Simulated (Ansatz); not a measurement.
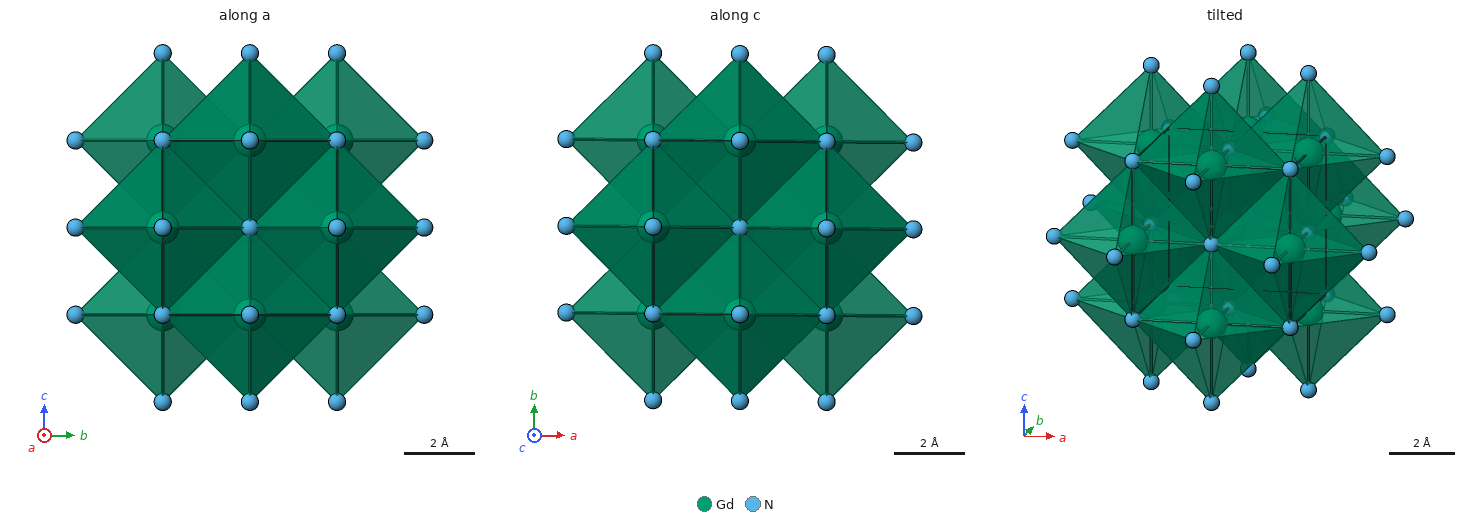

The figure gives a polyhedral picture of the atoms, viewed along the a axis, along the c axis and slightly off an axis. The wireframe shows the drawn cell (a repeat of the simulation cell). A few atoms beyond the faces are included.

The cell measures a = 5.002 Å, b = 5.002 Å, c = 5.002 Å, α = 90.00°, β = 90.00°, γ = 90.57°.

The composition is GdN.

> Give the coordination environment of Gd.

Each Gd has six N in an octahedral arrangement at about 2.5 Å.

> In how many dimensions do the bonds extend?

The bonds build a three-dimensional framework.

> From which higher-symmetry structure does this one deviate slightly?

Strictly the space group is Immm (No. 71, within 0.01 Å). It is a distorted form of a face-centred cubic structure, space group Fm-3m (No. 225) within 0.25 Å: rock salt (NaCl type).

> Describe the polyhedral units and how they are joined.

The polyhedra are GdN6 octahedra; they share corners and edges.

The initial geometry was a structure type known for this compound. The cell was then strained or its atoms displaced on purpose. It went into a calculation with Ansatz.
